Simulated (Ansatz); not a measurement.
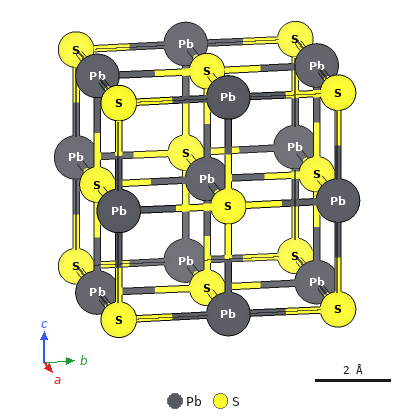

The image is a ball-and-stick drawing of a crystal, viewed slightly off an axis. The edges of the drawn cell (a repeat of the simulation cell) are marked. Cell: a = 6.01 Å, b = 6.01 Å, c = 6.01 Å, α = 90.00°, β = 90.00°, γ = 90.00°.

Origin of the cell: a structure type filled with these elements by a generator (whether the compound takes this form wasn't checked). Earlier steps of the study may have refined or changed the cell and positions. Ansatz was used for an electronic-structure calculation on it.

Q: Characterise what is shown.

A: Chemical formula PbS. Strictly the space group is I4mm (No. 107, within 0.01 Å). It is a distorted form of a face-centred cubic structure, space group Fm-3m (No. 225) within 0.25 Å: rock salt (NaCl type). With Z = 4, the cell contains 4 Pb, 4 S. Pb is linked to six S in an octahedral arrangement at about 3.0 Å. S sits among six Pb in an octahedral arrangement at about 3.0 Å. The bonds build a three-dimensional framework.

Results below were computed with DFT PBE, scalar-relativistic, plane waves, PAW in Ansatz 0.2.0; the settings were a cutoff energy of 420 eV, k-points about 0.17 Å⁻¹ apart, Gaussian smearing of 0.02 eV, no spin polarisation.

Q: What is the electronic character?

A: A semiconductor at this level, with a gap of 0.50 eV, direct.

Q: Estimate the Bader charges.

A: Pb +1.01 e; S -1.01 e.

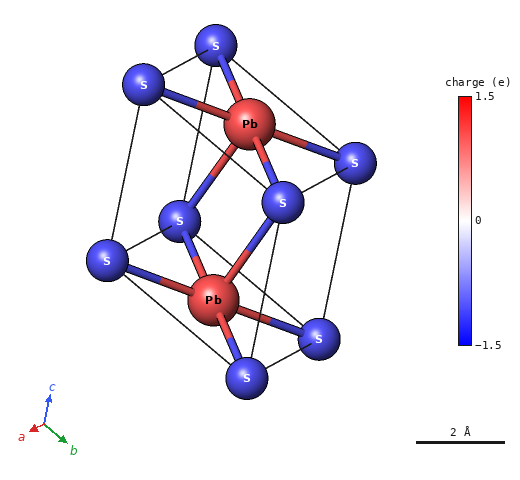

The atoms coloured by those charges. The run's cell of 2 atoms is drawn, so axes and origin can differ from the first picture.

Q: Does this geometry sit at a stationary point of the energy?

A: Yes. All forces vanish to within 0.01 eV/Å. The pressure is 0.0 GPa, close to zero.
